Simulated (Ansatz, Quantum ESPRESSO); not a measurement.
# Evanescent states of BN, zinc blende type, lattice constant set to 3.575 Å, part 2 of 4

Aim: how fast states decay in the gap of BN, zinc blende type, lattice constant set to 3.575 Å.

Quantum ESPRESSO 7.5; plane-wave DFT, LDA, GBRV ultrasoft pseudopotentials; cross-check by Ansatz 0.2.0 with PAW datasets.

So far. Step 2 (Ground state): The run needed 9 iterations to bring the estimated error under 1e-09 Ry.

## Step 3: Complex band structure

Level of this step: complex band structure by pwcond; plane-wave DFT, LDA, GBRV ultrasoft pseudopotentials (Quantum ESPRESSO).

ikind = 0 solves one period of the crystal for all kz, real and complex, at each energy and k across. ewind and epsproj trim the two-dimensional plane-wave basis; nz1 sets the subslabs.

Contents of cbs.in:

```
&inputcond
  outdir = './out'
  prefixl = 'scf'
  band_file = 'cbs'
  ikind = 0
  ewind = 4.0
  epsproj = 1e-05
  nz1 = 7
  energy0 = 7.44
  denergy = -0.24
/
4
  0.00000000 0.00000000 1.00000000
  0.50000000 0.00000000 1.00000000
  0.50000000 0.50000000 1.00000000
  0.25000000 0.00000000 1.00000000
40
```

Started as:

```
OMP_NUM_THREADS=1 mpirun -n 2 pwcond.x -in cbs.in > cbs.out
```

Output:

```text
[banner, memory and clock lines left out]
Program PWCOND v.7.5 starts

          URL

     ./out/scf.save/

     IMPORTANT: XC functional enforced from input :
     Exchange-correlation= PZ
                           (   1   1   0   0   0   0   0)
     Any further DFT definition will be discarded
     Please, verify this is what you really want

     Reading collected, re-writing distributed wavefunctions

===== INPUT FILE containing the left lead =====

     GEOMETRY:

     lattice parameter (alat)  =       4.7771  a.u.
     the volume                =     154.1682 (a.u.)^3
     the cross section         =      22.8202 (a.u.)^2
     l of the unit cell        =       1.4142 (alat)
     number of atoms/cell      =            4
     number of atomic types    =            2

     crystal axes: (cart. coord. in units of alat)
               a(1) = (  1.0000  0.0000  0.0000 )
               a(2) = (  0.0000  1.0000  0.0000 )
               a(3) = (  0.0000  0.0000  1.4142 )

   Cartesian axes

     site n.     atom                  positions (alat units)
          1        B      tau(  1)=(  0.0000  0.0000  1.4142  )
          2        N      tau(  2)=(  0.5000  0.0000  0.3536  )
          3        B      tau(  3)=(  0.5000  0.5000  0.7071  )
          4        N      tau(  4)=(  0.0000  0.5000  1.0607  )

     nr1s                      =           20
     nr2s                      =           20
     nr3s                      =           27
     nr1sx                     =           20
     nr2sx                     =           20
     nr3sx                     =           27
     nr1                       =           24
     nr2                       =           24
     nr3                       =           32
     nr1x                      =           24
     nr2x                      =           24
     nr3x                      =           32

 _______________________________
  Radii of nonlocal spheres:

     type       ibeta     ang. mom.          radius (alat units)
       B          1         0                    0.2618
       B          2         0                    0.2618
       B          3         1                    0.2618
       B          4         1                    0.2618
       N          1         0                    0.2530
       N          2         0                    0.2530
       N          3         1                    0.2530
       N          4         1                    0.2530
----- General information -----

----- Complex band structure calculation -----

     nrx                       =           20
     nry                       =           20
     nz1                       =            7

     energy0               =         7.4E+00
     denergy               =        -2.4E-01
     nenergy               =         40
     ecut2d                =         4.0E+01
     ewind                 =         4.0E+00
     epsproj               =         1.0E-05

     number of k_|| points=    4
                       cryst. coord.
        k(    1) = (   0.0000000   0.0000000), wk =   0.2500000
        k(    2) = (   0.5000000   0.0000000), wk =   0.2500000
        k(    3) = (   0.5000000   0.5000000), wk =   0.2500000
        k(    4) = (   0.2500000   0.0000000), wk =   0.2500000
----- Information about left lead -----

     nocros                   =            8
     noins                    =           24
     norb                     =           40
     norbf                    =           40
     nrz                      =           27

      iorb      type   ibeta   ang. mom.   m       position (alat)
        1        1       1        0        1   taunew(   1)=(  0.0000  0.0000  0.0000)
        2        1       2        0        1   taunew(   2)=(  0.0000  0.0000  0.0000)
        3        1       3        1        1   taunew(   3)=(  0.0000  0.0000  0.0000)
        4        1       3        1        2   taunew(   4)=(  0.0000  0.0000  0.0000)
        5        1       3        1        3   taunew(   5)=(  0.0000  0.0000  0.0000)
        6        1       4        1        1   taunew(   6)=(  0.0000  0.0000  0.0000)
        7        1       4        1        2   taunew(   7)=(  0.0000  0.0000  0.0000)
        8        1       4        1        3   taunew(   8)=(  0.0000  0.0000  0.0000)
        9        2       1        0        1   taunew(   9)=(  0.5000  0.0000  0.3536)
       10        2       2        0        1   taunew(  10)=(  0.5000  0.0000  0.3536)
       11        2       3        1        1   taunew(  11)=(  0.5000  0.0000  0.3536)
       12        2       3        1        2   taunew(  12)=(  0.5000  0.0000  0.3536)
       13        2       3        1        3   taunew(  13)=(  0.5000  0.0000  0.3536)
       14        2       4        1        1   taunew(  14)=(  0.5000  0.0000  0.3536)
       15        2       4        1        2   taunew(  15)=(  0.5000  0.0000  0.3536)
       16        2       4        1        3   taunew(  16)=(  0.5000  0.0000  0.3536)
       17        1       1        0        1   taunew(  17)=(  0.5000  0.5000  0.7071)
       18        1       2        0        1   taunew(  18)=(  0.5000  0.5000  0.7071)
       19        1       3        1        1   taunew(  19)=(  0.5000  0.5000  0.7071)
       20        1       3        1        2   taunew(  20)=(  0.5000  0.5000  0.7071)
       21        1       3        1        3   taunew(  21)=(  0.5000  0.5000  0.7071)
       22        1       4        1        1   taunew(  22)=(  0.5000  0.5000  0.7071)
       23        1       4        1        2   taunew(  23)=(  0.5000  0.5000  0.7071)
       24        1       4        1        3   taunew(  24)=(  0.5000  0.5000  0.7071)
       25        2       1        0        1   taunew(  25)=(  0.0000  0.5000  1.0607)
       26        2       2        0        1   taunew(  26)=(  0.0000  0.5000  1.0607)
       27        2       3        1        1   taunew(  27)=(  0.0000  0.5000  1.0607)
       28        2       3        1        2   taunew(  28)=(  0.0000  0.5000  1.0607)
       29        2       3        1        3   taunew(  29)=(  0.0000  0.5000  1.0607)
       30        2       4        1        1   taunew(  30)=(  0.0000  0.5000  1.0607)
       31        2       4        1        2   taunew(  31)=(  0.0000  0.5000  1.0607)
       32        2       4        1        3   taunew(  32)=(  0.0000  0.5000  1.0607)
       33        1       1        0        1   taunew(  33)=(  0.0000  0.0000  1.4142)
       34        1       2        0        1   taunew(  34)=(  0.0000  0.0000  1.4142)
       35        1       3        1        1   taunew(  35)=(  0.0000  0.0000  1.4142)
       36        1       3        1        2   taunew(  36)=(  0.0000  0.0000  1.4142)
       37        1       3        1        3   taunew(  37)=(  0.0000  0.0000  1.4142)
       38        1       4        1        1   taunew(  38)=(  0.0000  0.0000  1.4142)
       39        1       4        1        2   taunew(  39)=(  0.0000  0.0000  1.4142)
       40        1       4        1        3   taunew(  40)=(  0.0000  0.0000  1.4142)
    k slab    z(k)  z(k+1)     crossing(iorb=1,norb)
    1   0.0000 0.0524 0.0524   1111111100000000000000000000000000000000
    2   0.0524 0.1048 0.0524   1111111111111111000000000000000000000000
    3   0.1048 0.1571 0.0524   1111111111111111000000000000000000000000
    4   0.1571 0.2095 0.0524   1111111111111111000000000000000000000000
    5   0.2095 0.2619 0.0524   1111111111111111000000000000000000000000
    6   0.2619 0.3143 0.0524   0000000011111111000000000000000000000000
    7   0.3143 0.3666 0.0524   0000000011111111000000000000000000000000
    8   0.3666 0.4190 0.0524   0000000011111111000000000000000000000000
    9   0.4190 0.4714 0.0524   0000000011111111111111110000000000000000
   10   0.4714 0.5238 0.0524   0000000011111111111111110000000000000000
   11   0.5238 0.5762 0.0524   0000000011111111111111110000000000000000
   12   0.5762 0.6285 0.0524   0000000011111111111111110000000000000000
   13   0.6285 0.6809 0.0524   0000000000000000111111110000000000000000
   14   0.6809 0.7333 0.0524   0000000000000000111111110000000000000000
   15   0.7333 0.7857 0.0524   0000000000000000111111110000000000000000
   16   0.7857 0.8381 0.0524   0000000000000000111111111111111100000000
   17   0.8381 0.8904 0.0524   0000000000000000111111111111111100000000
   18   0.8904 0.9428 0.0524   0000000000000000111111111111111100000000
   19   0.9428 0.9952 0.0524   0000000000000000111111111111111100000000
   20   0.9952 1.0476 0.0524   0000000000000000000000001111111100000000
   21   1.0476 1.0999 0.0524   0000000000000000000000001111111100000000
   22   1.0999 1.1523 0.0524   0000000000000000000000001111111100000000
   23   1.1523 1.2047 0.0524   0000000000000000000000001111111111111111
   24   1.2047 1.2571 0.0524   0000000000000000000000001111111111111111
   25   1.2571 1.3095 0.0524   0000000000000000000000001111111111111111
   26   1.3095 1.3618 0.0524   0000000000000000000000001111111111111111
   27   1.3618 1.4142 0.0524   0000000000000000000000000000000011111111
 ngper, shell number =           69          13
 ngper, n2d =           69          63
---  E-Ef =    7.4400000  k =    0.0000000   0.0000000
---  ie =          1  ik =          1
 Nchannels of the left tip =            1
 Right moving states:
   k1(2pi/a)   k2(2pi/a)   E-Ef (eV)
  -0.4008863   0.0000000   7.4400000
 Left moving states:
   k1(2pi/a)   k2(2pi/a)   E-Ef (eV)
   0.4008863  -0.0000000   7.4400000

---  E-Ef =    7.2000000  k =    0.0000000   0.0000000
---  ie =          2  ik =          1
 Nchannels of the left tip =            1
 Right moving states:
   k1(2pi/a)   k2(2pi/a)   E-Ef (eV)
  -0.4413806   0.0000000   7.2000000
 Left moving states:
   k1(2pi/a)   k2(2pi/a)   E-Ef (eV)
   0.4413806  -0.0000000   7.2000000
[... further energies and points left out ...]
---  E-Ef =   -1.6800000  k =    0.2500000   0.0000000
---  ie =         39  ik =          4
 Nchannels of the left tip =            3
 Right moving states:
   k1(2pi/a)   k2(2pi/a)   E-Ef (eV)
   0.1177926   0.0000000  -1.6800000
  -0.3409428   0.0000000  -1.6800000
  -0.4204486  -0.0000000  -1.6800000
 Left moving states:
   k1(2pi/a)   k2(2pi/a)   E-Ef (eV)
  -0.1177926   0.0000000  -1.6800000
   0.3409428  -0.0000000  -1.6800000
   0.4204486   0.0000000  -1.6800000

---  E-Ef =   -1.9200000  k =    0.2500000   0.0000000
---  ie =         40  ik =          4
 Nchannels of the left tip =            3
 Right moving states:
   k1(2pi/a)   k2(2pi/a)   E-Ef (eV)
   0.0783131   0.0000000  -1.9200000
  -0.3815514   0.0000000  -1.9200000
  -0.4531191  -0.0000000  -1.9200000
 Left moving states:
   k1(2pi/a)   k2(2pi/a)   E-Ef (eV)
  -0.0783131   0.0000000  -1.9200000
   0.3815514  -0.0000000  -1.9200000
   0.4531191   0.0000000  -1.9200000

Note: The following floating-point exceptions are signalling: IEEE_UNDERFLOW_FLAG IEEE_DENORMAL
Note: The following floating-point exceptions are signalling: IEEE_UNDERFLOW_FLAG IEEE_DENORMAL
```

The job ended after 14 s (2 MPI ranks of Intel Xeon 6975P-C (Granite Rapids), shared host; peak memory 0.11 GiB).

Read from the output:

- peak of the smallest κ at the zone centre: 0.483 Å⁻¹
- energy of the peak at the zone centre: 3.12 eV
- peak of the smallest κ at (1/4, 0): 0.605 Å⁻¹

K across = (0, 0) in the cell's reciprocal vectors; values within 0.0025 1/Å of each other count once, columns are sorted by size at each energy, a dash where no further value was kept. Im kz of the slowest decaying states against energy, zero at the highest filled level of the SCF mesh:

```
energy (eV)  decay 1 (Å⁻¹)  decay 2 (Å⁻¹)  decay 3 (Å⁻¹)
      -1.92           1.16           2.30           2.43
      -1.20           1.08           2.25           2.39
      -0.48           1.01           2.21           2.35
       0.00          0.014          0.021          0.029
       0.24          0.176          0.184          0.929
       0.96           0.33          0.351          0.845
       1.68          0.409          0.446          0.754
       2.40          0.456          0.511          0.651
       3.12          0.483          0.525          0.557
       3.84           0.35          0.496          0.589
       4.56          0.495           0.61           1.79
       5.28          0.481          0.621           1.72
       6.00          0.455          0.624           1.53
       6.72          0.414           0.62           1.21
       7.44          0.353          0.611          0.956
```

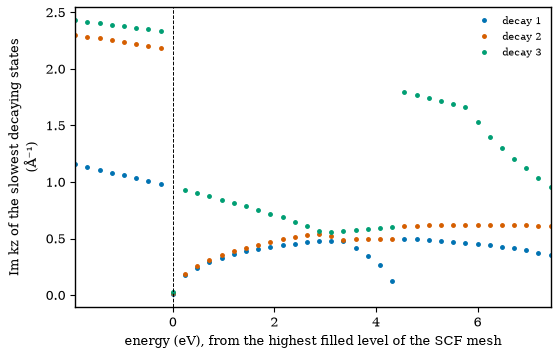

Im kz of the slowest decaying states, plotted against energy.

K across = (0, 0) in the cell's reciprocal vectors. Re kz of states that move upwards against energy, zero at the highest filled level of the SCF mesh:

```
energy (eV)  channel 1 (Å⁻¹)  channel 2 (Å⁻¹)  channel 3 (Å⁻¹)
      -1.92           -0.605           -0.605           -0.566
      -1.20           -0.447           -0.447           -0.434
      -0.48           -0.265           -0.264           -0.264
       0.00                -                -                -
       0.24                -                -                -
       0.96                -                -                -
       1.68                -                -                -
       2.40                -                -                -
       3.12                -                -                -
       3.84                -                -                -
       4.56            0.204                -                -
       5.28            0.475                -                -
       6.00            0.666                -                -
       6.72            0.850                -                -
       7.44           -0.705                -                -
```

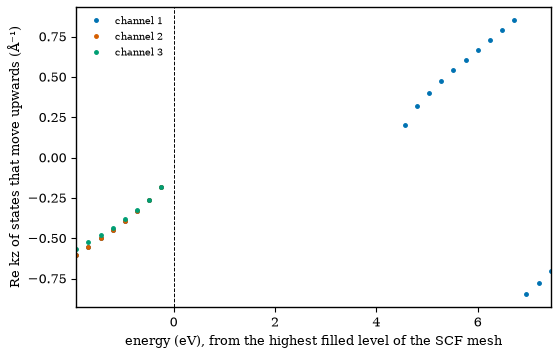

Re kz of states that move upwards against energy.

K across = (1/2, 0) in the cell's reciprocal vectors; values within 0.0025 1/Å of each other count once, columns are sorted by size at each energy, a dash where no further value was kept. The Im kz of the slowest decaying states by energy, zero at the highest filled level of the SCF mesh:

```
energy (eV)  decay 1 (Å⁻¹)  decay 2 (Å⁻¹)  decay 3 (Å⁻¹)
      -1.92          0.105          0.382           2.15
      -1.20          0.296          0.809           2.08
      -0.48          0.394          0.929           2.00
       0.00          0.441           0.97           1.95
       0.24          0.462          0.985           1.93
       0.96          0.514           1.01           1.85
       1.68          0.554           1.02           1.76
       2.40          0.585           1.02           1.68
       3.12          0.608           1.00           1.59
       3.84          0.625          0.984           1.49
       4.56          0.634          0.956           1.40
       5.28          0.636          0.921           1.29
       6.00           0.63          0.879           1.18
       6.72          0.614          0.829           1.06
       7.44          0.588          0.769          0.932
```

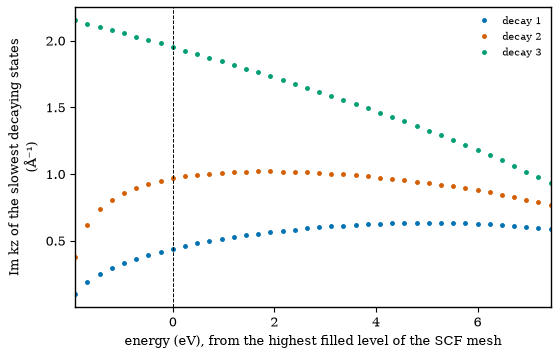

Im kz of the slowest decaying states, plotted against energy.

K across = (1/2, 1/2) in the cell's reciprocal vectors; values within 0.0025 1/Å of each other count once, columns are sorted by size at each energy, a dash where no further value was kept. The Im kz of the slowest decaying states by energy, zero at the highest filled level of the SCF mesh:

```
energy (eV)  decay 1 (Å⁻¹)  decay 2 (Å⁻¹)  decay 3 (Å⁻¹)
      -1.92          0.471          0.626           2.88
      -1.20          0.479          0.656           2.84
      -0.48          0.475          0.676           2.80
       0.00          0.468          0.684           2.78
       0.24          0.462          0.686           2.77
       0.96          0.439          0.689           2.73
       1.68          0.406          0.686           2.69
       2.40          0.361          0.677           2.65
       3.12          0.297          0.661           2.61
       3.84          0.201           0.64           2.56
       4.56          0.613           2.52           2.77
       5.28          0.579           2.48           2.74
       6.00          0.537           2.43           2.70
       6.72          0.486           2.38           2.66
       7.44          0.423           2.34           2.62
```

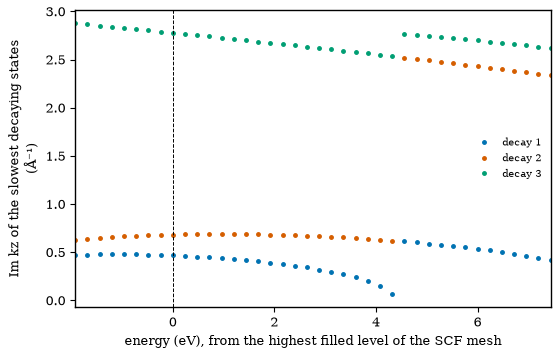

Im kz of the slowest decaying states against energy.

K across = (1/4, 0) in the cell's reciprocal vectors; values within 0.0025 1/Å of each other count once, columns are sorted by size at each energy, a dash where no further value was kept. Im kz of the slowest decaying states against energy, zero at the highest filled level of the SCF mesh:

```
energy (eV)  decay 1 (Å⁻¹)  decay 2 (Å⁻¹)  decay 3 (Å⁻¹)
      -0.96          0.161            1.5           1.85
       0.00          0.319          0.363           1.39
       0.96          0.466          0.524           1.28
       1.92          0.532          0.634           1.17
       2.88          0.574          0.703           1.04
       4.08          0.601          0.752          0.868
       5.04          0.604          0.706          0.766
       6.00          0.495           0.59          0.757
       6.96          0.557          0.715           1.16
```

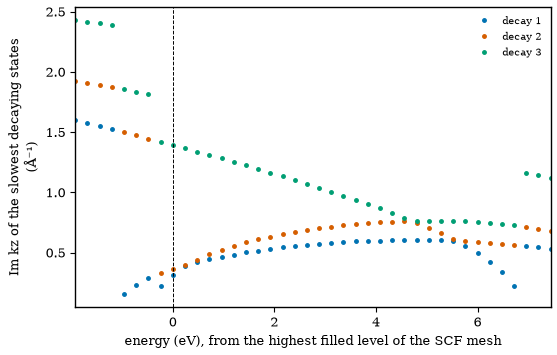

Im kz of the slowest decaying states against energy.

The program's own clock; routines nest. Time by routine:

```
     routine  wall time (s)  calls
      PWCOND          13.53      1
scatter_forw            7.5    160
      compbs           5.56    160
    compbs_2           5.29    160
        init           0.35      1
       local           0.11      4
       poten           0.09      1
```

[end of part 2 of 4]

[Logs are printed without paths, hosts, clocks, repeated set-up lines and the standing remarks that a program may print on its own settings, such as how far it seeks lower states.]

[Hosts, paths, dates, database ids (printed as entryN), source tags and the programs' standing remarks are cut or masked in the printed files.]

[Maps of the electrostatic potential energy from Ansatz leave out the sawtooth potential of an applied field or a dipole correction, so their vacuum need not be flat; planar profiles and work functions include it.]
